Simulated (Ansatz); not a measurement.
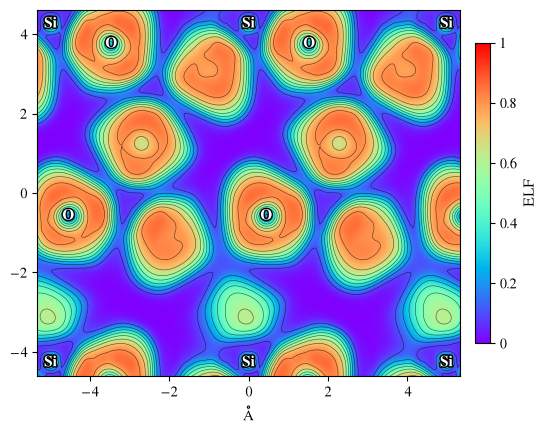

Figure 1: SiO2. ELF on the (101̄) plane of the conventional cell.

Space group P4₃2₁2.

These are results of DFT r2SCAN, scalar-relativistic, plane waves, PAW in Ansatz 0.2.0, not measurements.

Core electrons are frozen (PAW), and the valence fields are smoothed inside the atomic spheres.

### What do the fields say about this system?

Atoms in the plane: Si and O.
Atoms just off the plane (Si, 0.4 Å away and O, 0.4 Å away) can leave unmarked features too.
Si–O (1.61 Å): the ELF peaks at about 0.85 between the atoms: a polar covalent bond.
The ELF also peaks beside O, away from the bonds: lone-pair regions.

### Metal or insulator at this level of theory?

It is gapped, with a Kohn–Sham gap of 6.3 eV on the k-point mesh (the band edges may lie off the mesh, which would make the gap smaller).
